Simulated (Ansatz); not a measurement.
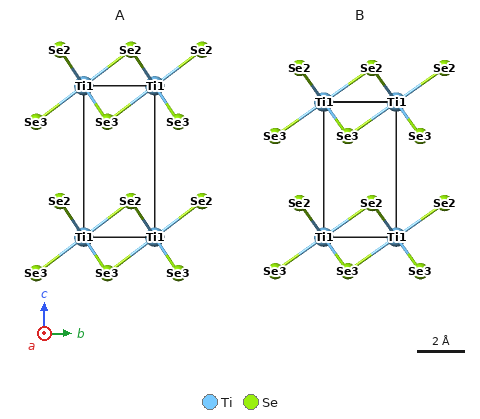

Two geometries of a crystal of TiSe2 (built on the CdI2 type) (coarse preliminary run), drawn at one scale. One is the start of a relaxation, the other its converged end. A ball-and-stick model of the cell of the calculation, seen along the a axis.

These are results of DFT PBE, scalar-relativistic, plane waves, PAW (Ansatz), not measurements. Settings: plane-wave cutoff 420 eV; k-point mesh 6 × 6 × 4; occupations gaussian; smearing width 0.05 eV; no spin polarisation; cell and atoms relaxed; force threshold 0.03 eV/Å; at most 60 steps.

> Which one is relaxed?

Structure A is the relaxed one. The energy falls by 31.3 meV per atom in 4 accepted moves (5 points after the start). The largest force component goes from 0.43 to 0.00022 eV/Å. Pressure: 1.69 GPa at the start and 0.13 GPa at the end. At 1 point the geometry stayed and the basis and grid were re-selected for the new cell (energy shift of 0.8 meV per atom at most each time). The largest moves relative to the cell, 0.092 Å, are those of Se2 and Se3. Se3 goes along +c. Ti stays in place. The volume changes by +7.4 %, with a = b 3.609 → 3.534 Å (−2.1 %), c 5.822 → 6.522 Å (+12.0 %). Near-neighbour distances that change, for instance: Ti1–Se2 2.548 → 2.563 Å. Among the angles between lasting bonds that change: Ti1–Se2–Ti1 90.2° → 87.1°, Se2–Ti1–Se3 89.8° → 92.9°, Se2–Ti1–Se2 90.2° → 87.1°. The space group stays P-3m1 (No. 164). The run took 7.4 s on 4 threads of AMD EPYC 7R43 64-Core Processor (Zen 3), on a shared host, peak memory 0.47 GiB.

Limits of the set-up: layers or molecules are held without a dispersion correction, so their spacing is unreliable.
